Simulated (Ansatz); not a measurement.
Se

Input file:

```
crystal:
  lattice:
    - [2.9103112084, 0.0, 0.0]
    - [0.0, 3.6908057562, 0.0]
    - [0.0, 0.0, 7.4029267525]
  atoms:
    - { symbol: Se, position: [0.5, 0.5, 0.7580570913] }
    - { symbol: Se, position: [0.5, 0.5, 0.2419429087] }
    - { symbol: Se, position: [0.5, 0.0, 0.5] }
basis:
  ecutwfc: 420
kpoints:
  mp_grid: { grid: [16, 12, 6] }
  band_path:
    path:
      - [[0.0, 0.0, 0.0], [0.5, 0.0, 0.0], [0.5, 0.5, 0.0], [0.0, 0.5, 0.0], [0.0, 0.0, 0.0], [0.0, 0.0, 0.5], [0.5, 0.0, 0.5], [0.5, 0.5, 0.5], [0.0, 0.5, 0.5], [0.0, 0.0, 0.5]]
      - [[0.5, 0.0, 0.0], [0.5, 0.0, 0.5]]
      - [[0.0, 0.5, 0.0], [0.0, 0.5, 0.5]]
      - [[0.5, 0.5, 0.0], [0.5, 0.5, 0.5]]
    npoints: 14
hamiltonian:
  xc: pbe
scf:
  occupations: { method: gaussian, width: 0.1 }
  n_extra_bands: 7
output:
  forces: true
  stress: true
  eigenvalues: true
  populations: true
  dos: { projected: true, de: 0.02, nscf_kmesh: { grid: [20, 15, 8] } }
  bader: true
  write_density: true
  write_potential: true
  elf: true
  volumetric_format: npy
```

Launched as:

```sh
ansatz run input.yaml --threads 1 --pin off --max-ram 2560MiB --backend cpu --events-out ev --progress --plain --runs-dir out
```

Below, planes, directions and counts refer to the conventional cell (a = 2.91 Å, b = 3.69 Å, c = 7.40 Å, α = 90.00°, β = 90.00°, γ = 90.00°).

Space group Pmmm; a structure generated by program, which may or may not match a known phase.

Computed with DFT PBE, scalar-relativistic, plane waves, PAW (Ansatz 0.2.0).

Core electrons are frozen (PAW), and the valence fields are smoothed inside the atomic spheres.

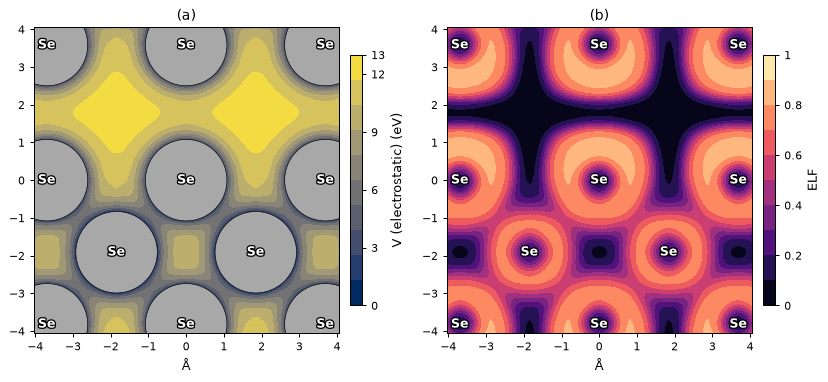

Figure 1. (a) electrostatic potential (local pseudopotential plus Hartree) felt by an electron; (b) electron localisation function on the (100) plane of the conventional cell. Grey discs cover the atomic cores in the potential map.

What does the map show?

Atoms in the plane: Se.
Se–Se (2.66 Å): the ELF is about 0.55 at the midpoint.
The ELF also peaks beside Se, away from the bonds: lone-pair regions.
Outside the cores the potential energy rises away from the atoms and is highest about 2.5 Å from the nearest atoms; its zero is arbitrary.

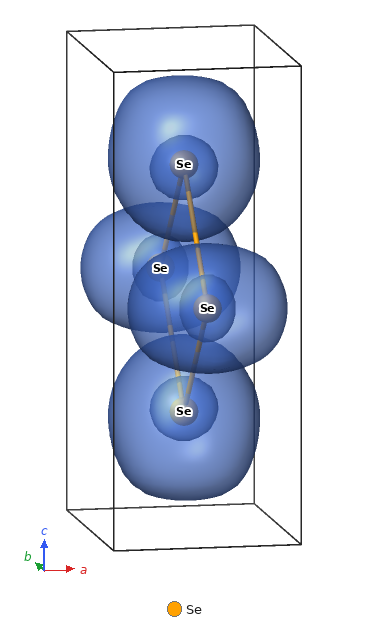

Figure 2. Isosurface of the electron localisation function at 0.6 (blue), seen slightly off an axis. Core shells and regions of very low density are left out. Sticks mark near contacts.

Describe the localisation domains.

The surface consists of three regions wrapped around Se (the valence shell of each), counted in one cell of 3 atoms. Any copies at cell faces, edges or corners count once.

Metal or insulator at this level of theory?

It is gapless in this calculation (a metal or semimetal).
